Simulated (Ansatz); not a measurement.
**What a change does: single-point calculation on ZnO**

System: ZnO (P6₃mc, 4 atoms in the cell).
Method of the first run: DFT, PBEsol, PAW with Ansatz's default frozen-core files, fully relativistic files with spin-orbit coupling; levels and slopes on a fine mesh (Ansatz 0.2.0).

The structure derives from an entry of the Crystallography Open Database. Text and figures count atoms from 1; the logs count them from 0 in places.

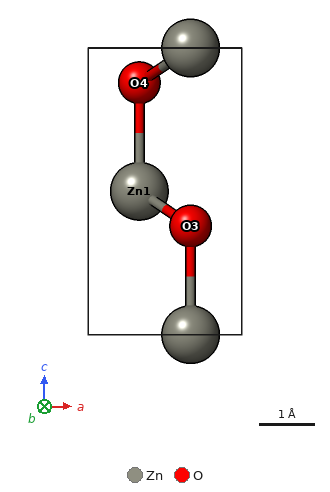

Fig. 1: The structure as given in the input (ball-and-stick view of the cell of the calculation, along the b axis; atoms are numbered from 1 in the order of the input).

## The input, the first run
```yaml
crystal:
  lattice:
    - [3.23006959715, 0.0, 0.0]
    - [-1.61503479858, 2.79732232712, 0.0]
    - [0.0, 0.0, 5.2141134371]
  atoms:
    - { symbol: Zn, position: [0.333333333333, 0.666666666667, 0.500030559383] }
    - { symbol: Zn, position: [0.666666666667, 0.333333333333, 3.0559383e-05] }
    - { symbol: O, position: [0.666666666667, 0.333333333333, 0.378979440617] }
    - { symbol: O, position: [0.333333333333, 0.666666666667, 0.878979440617] }
kpoints:
  mp_grid: { grid: [8, 8, 4] }
scf:
  occupations: { method: fixed }
hamiltonian:
  xc: pbesol
  pseudopotentials: { kind: paw_fr }
magnetization:
  noncollinear: true
  spin_orbit: true
output:
  forces: true
  stress: true
  eigenvalues: true
  eigenstates:
    nscf_kmesh: { grid: [10, 10, 6] }
    de_dk: true
    e_range: [-9, 10.70421693407]
checkpoint:
  write: ck
  write_wavefunctions: false
```

Launched with:
```bash
ansatz run input.yaml --threads 2 --pin off --max-ram 6144MiB --backend cpu --events-out ev --progress --plain --runs-dir out
```

Hardware: 2 threads of Intel Xeon (Granite Rapids), 128 GiB of memory available, shared host.

## Output, shortened to warnings, some set-up lines, iterations and results (the first run)
```
Basis set: ecut = 420 eV, 941 PW (Γ), exchange–correlation on 48×48×72 points (8 copies of the dense FFT grid, shifted against one another)
Symmetry: 12 space group operations + 12 with time reversal
k-points: 30 of 256 (time reversal used)
Initial density: superposition of atomic densities (chi_scale 0.1, normalization cell, long waves kept (reshape's long-wave potential 0.00 eV rms))
[...]
SCF iter   1: F=—  HF=-7685.292988 eV  |F-HF|=—  |Δ(HF+E_count)|=         —  Δρ=1.01e-1  dr2=2.57e0  dr2_m=0.00e0 (ungated)  ethr=3.10e-3  |M|=0.00e0 ∫|m|=0.00e0 μB  …
SCF iter   2: F=—  HF=-7684.645203 eV  |F-HF|=—  |Δ(HF+E_count)|=   6.48e-1  Δρ=5.24e-2  dr2=7.63e-1  dr2_m=0.00e0 (ungated)  ethr=3.10e-3  |M|=0.00e0 ∫|m|=0.00e0 μB  …
SCF iter   3: F=—  HF=-7684.418912 eV  |F-HF|=—  |Δ(HF+E_count)|=   2.26e-1  Δρ=1.98e-2  dr2=1.40e-1  dr2_m=0.00e0 (ungated)  ethr=2.12e-3  |M|=0.00e0 ∫|m|=0.00e0 μB  …
SCF iter   4: F=—  HF=-7684.378733 eV  |F-HF|=—  |Δ(HF+E_count)|=   4.02e-2  Δρ=5.19e-3  dr2=8.99e-3  dr2_m=0.00e0 (ungated)  ethr=3.89e-4  |M|=0.00e0 ∫|m|=0.00e0 μB  …
SCF iter   5: F=—  HF=-7684.387014 eV  |F-HF|=—  |Δ(HF+E_count)|=   8.28e-3  Δρ=1.71e-3  dr2=8.29e-4  dr2_m=0.00e0 (ungated)  ethr=2.50e-5  |M|=0.00e0 ∫|m|=0.00e0 μB  …
SCF iter   6: F=—  HF=-7684.387081 eV  |F-HF|=—  |Δ(HF+E_count)|=   6.78e-5  Δρ=6.30e-4  dr2=1.81e-4  dr2_m=0.00e0 (ungated)  ethr=2.30e-6  |M|=0.00e0 ∫|m|=0.00e0 μB  …
SCF iter   7: F=—  HF=-7684.387135 eV  |F-HF|=—  |Δ(HF+E_count)|=   5.35e-5  Δρ=1.96e-4  dr2=1.94e-5  dr2_m=0.00e0 (ungated)  ethr=5.04e-7  |M|=0.00e0 ∫|m|=0.00e0 μB  …
SCF iter   8: F=—  HF=-7684.387168 eV  |F-HF|=—  |Δ(HF+E_count)|=   3.28e-5  Δρ=3.83e-5  dr2=7.00e-7  dr2_m=0.00e0 (ungated)  ethr=5.39e-8  |M|=0.00e0 ∫|m|=0.00e0 μB  …
SCF iter   9: F=—  HF=-7684.387169 eV  |F-HF|=—  |Δ(HF+E_count)|=   1.12e-6  Δρ=8.89e-6  dr2=3.08e-8  dr2_m=0.00e0 (ungated)  ethr=1.94e-9  |M|=0.00e0 ∫|m|=0.00e0 μB  …
SCF iter  10: F=—  HF=-7684.387169 eV  |F-HF|=—  |Δ(HF+E_count)|=   1.68e-8  Δρ=2.76e-6  dr2=2.21e-9  dr2_m=0.00e0 (ungated)  ethr=8.57e-11  |M|=0.00e0 ∫|m|=0.00e0 μB  …
SCF iter  11: F=—  HF=-7684.387169 eV  |F-HF|=—  |Δ(HF+E_count)|=  3.87e-10  Δρ=4.54e-7  dr2=8.81e-11  dr2_m=0.00e0 (ungated)  ethr=6.13e-12  |M|=0.00e0 ∫|m|=0.00e0 μB  …
SCF iter  12: F=-7684.387169 eV  HF=-7684.387169 eV  |F-HF|=1.82e-12  |Δ(HF+E_count)|=  1.46e-11  Δρ=9.60e-8  dr2=3.66e-12  dr2_m=0.00e0 (ungated)  ethr=1.00e-12  |M|=0.00e0 …
SCF 1 converged in 12 iterations: F = -7684.387169 eV  dr2 = 3.66e-12
NSCF: frozen V_eff on 56 k-points
SCF converged after 12 iterations
Magnetization: |M| = 0.0000 μB,  M = (+0.0000, +0.0000, +0.0000) μB
Absolute magnetization: 0.0000 μB (∫|m|)
  site 0: m = (+0.0000, +0.0000, +0.0000) μB, |m| = 0.0000 μB  (R = 0.81 Å)
  site 1: m = (+0.0000, +0.0000, +0.0000) μB, |m| = 0.0000 μB  (R = 0.81 Å)
  site 2: m = (+0.0000, +0.0000, +0.0000) μB, |m| = 0.0000 μB  (R = 0.81 Å)
  site 3: m = (+0.0000, +0.0000, +0.0000) μB, |m| = 0.0000 μB  (R = 0.81 Å)
Free energy (F): -7684.387169 eV
Harris-Foulkes:  -7684.387169 eV  (|F-HF|=1.82e-12)
Internal energy: -7684.387169 eV  (E = F + TS)
E sigma→0 (E₀):  -7684.387169 eV
Fermi energy:    7.244621 eV
--- Per-component energies (eV) ---
  E_band       = 63.835326
  E_kinetic    = 610.817999
  E_local      = -3985.878715  (includes V_loc(G=0)·N_el)
  E_nonlocal   = 1338.216005
  E_hartree    = 1633.751040
  E_xc         = -415.081451
  E_vxc        = -289.614026  (∫ρ·V_xc dr)
  E_paw        = -3894.936641  (= ΣΔE_a)
  E_vpaw       = -877.212164  (= ΣTr[D̂ρ^β])
  E_aug_tail   = 0.004193  (compensation charges beyond the density's cutoff)
  E_ewald      = -2972.950169
  E_core_change = 1.670571  (= ΣΔE_core)
  E_smearing   = -0.000000  (= −TS)
  E_closure    = 0.000000  (closes the sum)
  Σ components = -7684.387169   (vs F -7684.387169, Δ=0.00e0)
--- Forces (eV/Å), atoms counted from 1 ---
  atom   1  Zn    -0.00000000    -0.00000000    -0.00009868
  atom   2  Zn     0.00000000     0.00000000    -0.00009868
  atom   3  O     -0.00000000    -0.00000000     0.00009861
  atom   4  O      0.00000000     0.00000000     0.00009861
  max |Σ_I F_I| component: 1.24e-7 eV/Å
--- Stress (GPa, compression-positive) ---
       -0.029728      -0.000000       0.000000
       -0.000000      -0.029728      -0.000000
        0.000000      -0.000000      -0.019197
  P = ⅓ Tr σ = -0.0262 GPa (-0.262 kbar)
--- Fermi surface from the table of eigenstates not read: on its mesh, or on one of the eight of every second point, the electrons fill whole bands (an insulator's do; a metal wants a denser output.eigenstates.nscf_kmesh) ---
```

For the second run the input was changed thus:
```diff
+  mixing: { algorithm: broyden, beta: 0.3, ndim: 4 }
```

Predict how the results change.

Both reach the same energy, so the change doesn't alter the result.

## Output, shortened to warnings, some set-up lines, iterations and results (the second run)
```
Basis set: ecut = 420 eV, 941 PW (Γ), exchange–correlation on 48×48×72 points (8 copies of the dense FFT grid, shifted against one another)
Symmetry: 12 space group operations + 12 with time reversal
k-points: 30 of 256 (time reversal used)
Initial density: superposition of atomic densities (chi_scale 0.1, normalization cell, long waves kept (reshape's long-wave potential 0.00 eV rms))
[...]
SCF iter   1: F=—  HF=-7685.292988 eV  |F-HF|=—  |Δ(HF+E_count)|=         —  Δρ=1.01e-1  dr2=2.57e0  dr2_m=0.00e0 (ungated)  ethr=3.10e-3  |M|=0.00e0 ∫|m|=0.00e0 μB  …
SCF iter   2: F=—  HF=-7684.645203 eV  |F-HF|=—  |Δ(HF+E_count)|=   6.48e-1  Δρ=5.24e-2  dr2=7.63e-1  dr2_m=0.00e0 (ungated)  ethr=3.10e-3  |M|=0.00e0 ∫|m|=0.00e0 μB  …
SCF iter   3: F=—  HF=-7684.426108 eV  |F-HF|=—  |Δ(HF+E_count)|=   2.19e-1  Δρ=1.54e-2  dr2=1.03e-1  dr2_m=0.00e0 (ungated)  ethr=2.12e-3  |M|=0.00e0 ∫|m|=0.00e0 μB  …
SCF iter   4: F=—  HF=-7684.377409 eV  |F-HF|=—  |Δ(HF+E_count)|=   4.87e-2  Δρ=5.70e-3  dr2=7.94e-3  dr2_m=0.00e0 (ungated)  ethr=2.87e-4  |M|=0.00e0 ∫|m|=0.00e0 μB  …
SCF iter   5: F=—  HF=-7684.391854 eV  |F-HF|=—  |Δ(HF+E_count)|=   1.44e-2  Δρ=7.81e-3  dr2=1.47e-2  dr2_m=0.00e0 (ungated)  ethr=2.21e-5  |M|=0.00e0 ∫|m|=0.00e0 μB  …
[... 9 lines ...]
SCF iter  15: F=—  HF=-7684.387169 eV  |F-HF|=—  |Δ(HF+E_count)|=  2.46e-10  Δρ=7.16e-7  dr2=1.46e-10  dr2_m=0.00e0 (ungated)  ethr=1.92e-12  |M|=0.00e0 ∫|m|=0.00e0 μB  …
SCF iter  16: F=—  HF=-7684.387169 eV  |F-HF|=—  |Δ(HF+E_count)|=  2.29e-10  Δρ=4.22e-7  dr2=5.04e-11  dr2_m=0.00e0 (ungated)  ethr=1.00e-12  |M|=0.00e0 ∫|m|=0.00e0 μB  …
SCF iter  17: F=—  HF=-7684.387169 eV  |F-HF|=—  |Δ(HF+E_count)|=  9.46e-11  Δρ=2.44e-7  dr2=1.18e-11  dr2_m=0.00e0 (ungated)  ethr=1.00e-12  |M|=0.00e0 ∫|m|=0.00e0 μB  …
SCF iter  18: F=-7684.387169 eV  HF=-7684.387169 eV  |F-HF|=8.19e-12  |Δ(HF+E_count)|=  1.55e-11  Δρ=1.44e-7  dr2=4.89e-12  dr2_m=0.00e0 (ungated)  ethr=1.00e-12  |M|=0.00e0 …
SCF 1 converged in 18 iterations: F = -7684.387169 eV  dr2 = 4.89e-12
NSCF: frozen V_eff on 56 k-points
SCF converged after 18 iterations
Stability not checked: this state was not tested for a lower state beside it, because the mixer in use, unlike msr1, does not test its closes by its own steps (another_mixer; see scf.mixing.algorithm and scf.lower_state_search)
Magnetization: |M| = 0.0000 μB,  M = (+0.0000, +0.0000, +0.0000) μB
Absolute magnetization: 0.0000 μB (∫|m|)
  site 0: m = (+0.0000, +0.0000, +0.0000) μB, |m| = 0.0000 μB  (R = 0.81 Å)
  site 1: m = (+0.0000, +0.0000, +0.0000) μB, |m| = 0.0000 μB  (R = 0.81 Å)
  site 2: m = (+0.0000, +0.0000, +0.0000) μB, |m| = 0.0000 μB  (R = 0.81 Å)
  site 3: m = (+0.0000, +0.0000, +0.0000) μB, |m| = 0.0000 μB  (R = 0.81 Å)
Free energy (F): -7684.387169 eV
Harris-Foulkes:  -7684.387169 eV  (|F-HF|=8.19e-12)
Internal energy: -7684.387169 eV  (E = F + TS)
E sigma→0 (E₀):  -7684.387169 eV
Fermi energy:    7.244621 eV
--- Per-component energies (eV) ---
  E_band       = 63.835339
  E_kinetic    = 610.818018
  E_local      = -3985.878656  (includes V_loc(G=0)·N_el)
  E_nonlocal   = 1338.215997
  E_hartree    = 1633.750987
  E_xc         = -415.081456
  E_vxc        = -289.614032  (∫ρ·V_xc dr)
  E_paw        = -3894.936654  (= ΣΔE_a)
  E_vpaw       = -877.212180  (= ΣTr[D̂ρ^β])
  E_aug_tail   = 0.004193  (compensation charges beyond the density's cutoff)
  E_ewald      = -2972.950169
  E_core_change = 1.670571  (= ΣΔE_core)
  E_smearing   = -0.000000  (= −TS)
  E_closure    = -0.000000  (closes the sum)
  Σ components = -7684.387169   (vs F -7684.387169, Δ=0.00e0)
--- Forces (eV/Å), atoms counted from 1 ---
  atom   1  Zn    -0.00000000    -0.00000000    -0.00009862
  atom   2  Zn     0.00000000    -0.00000000    -0.00009862
  atom   3  O     -0.00000000     0.00000000     0.00009866
  atom   4  O      0.00000000     0.00000000     0.00009866
  max |Σ_I F_I| component: 8.79e-8 eV/Å
--- Stress (GPa, compression-positive) ---
       -0.029730      -0.000000       0.000000
       -0.000000      -0.029730      -0.000000
        0.000000      -0.000000      -0.019197
  P = ⅓ Tr σ = -0.0262 GPa (-0.262 kbar)
--- Fermi surface from the table of eigenstates not read: on its mesh, or on one of the eight of every second point, the electrons fill whole bands (an insulator's do; a metal wants a denser output.eigenstates.nscf_kmesh) ---
```

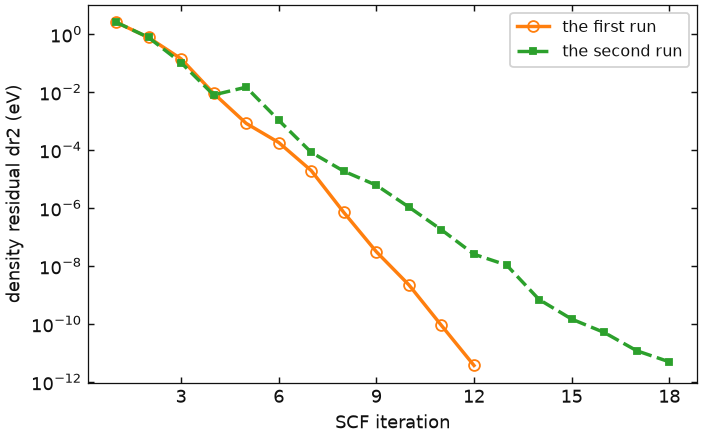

Fig. 2: Convergence of the two runs: density residual dr2 against the SCF iteration. The first run takes 12 iterations in all, and the second run takes 18.

## The two runs side by side

| quantity | the first run | the second run |
| --- | --- | --- |
| outcome | converged | converged |
| free energy per atom (eV) | −1921.0968 | −1921.0968 |
| gap on the mesh (eV) | 0.68 | 0.68 |
| net moment of the cell (μB) | 0.00 | 0.00 |
| absolute moment of the cell (μB) | 0.00 | 0.00 |
| pressure (GPa) | −0.03 | −0.03 |
| largest force (eV/Å) | 0.000 | 0.000 |
| irreducible k-points | 30 | 30 |
| plane waves at Γ | 941 | 941 |
| wall time (shared host) | 10 s | 13 s |
